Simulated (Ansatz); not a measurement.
Consider Ta4N5.

```xyz
18
Lattice="6.5965 0.0000 0.0000 0.0000 -6.5965 0.0000 0.0000 0.0000 -4.1445" Properties=species:S:1:pos:R:3 pbc="T T T"
Ta    0.6849   -4.7032   -2.0722
Ta    3.9832   -1.4049    0.0000
Ta    1.8933   -0.6849   -2.0722
Ta    5.1916   -3.9832    0.0000
Ta    4.7032   -5.9116   -2.0722
Ta    1.4049   -2.6133    0.0000
Ta    2.6133   -5.1916    0.0000
Ta    5.9116   -1.8933   -2.0722
N     0.0000    0.0000   -2.0722
N     3.2983   -3.2983    0.0000
N     5.2617   -3.8946   -2.0722
N     1.9635   -0.5963    0.0000
N     2.7019   -5.2617   -2.0722
N     6.0002   -1.9635    0.0000
N     0.5963   -4.6331    0.0000
N     3.8946   -1.3348   -2.0722
N     1.3348   -2.7019   -2.0722
N     4.6331   -6.0002    0.0000
```

Space group I4/m; a structure from a database of computed crystals, not necessarily the ambient phase; changed on purpose from its base cell (volume × 0.91, shape and atoms relaxed); computed pressure about 36 GPa in this cell; computed without spin polarisation.

These are results of DFT PBEsol, scalar-relativistic, plane waves, PAW (Ansatz 0.2.0), not measurements.

Q: What will maps of the valence pseudo-density and electron localisation function show?

A: Ta–N (2.08 Å): the density is about 0.74 e/Å³ at the midpoint; the ELF peaks at about 0.80 in the valence shell of N, 0.6 Å from its nucleus, and drops to about 0.20 between the two atoms (no shared electron pair shows on this line).

Q: Does the calculation make it a metal, or give it a gap?

A: It is gapless in this calculation (a metal or semimetal); semilocal functionals without U, or without the true magnetic order, often close the gap of such compounds.

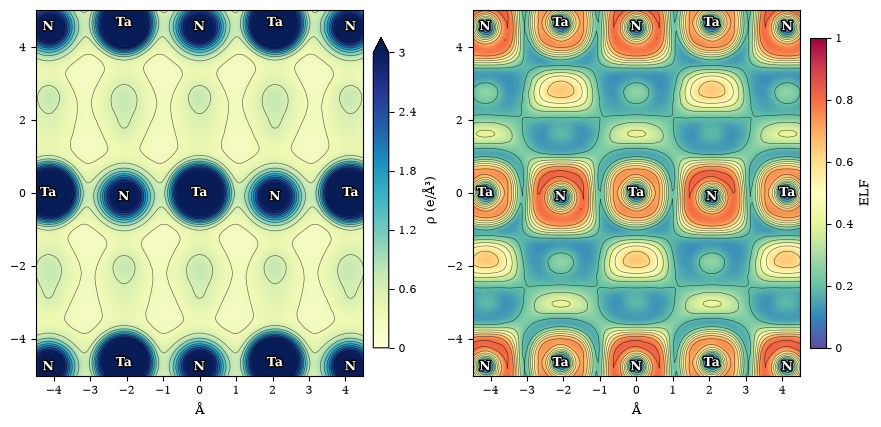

Computed valence pseudo-density and electron localisation function on the (110) plane of the conventional cell, in this order. Atoms just off the plane (N, 0.9 Å away) can leave unmarked features too.
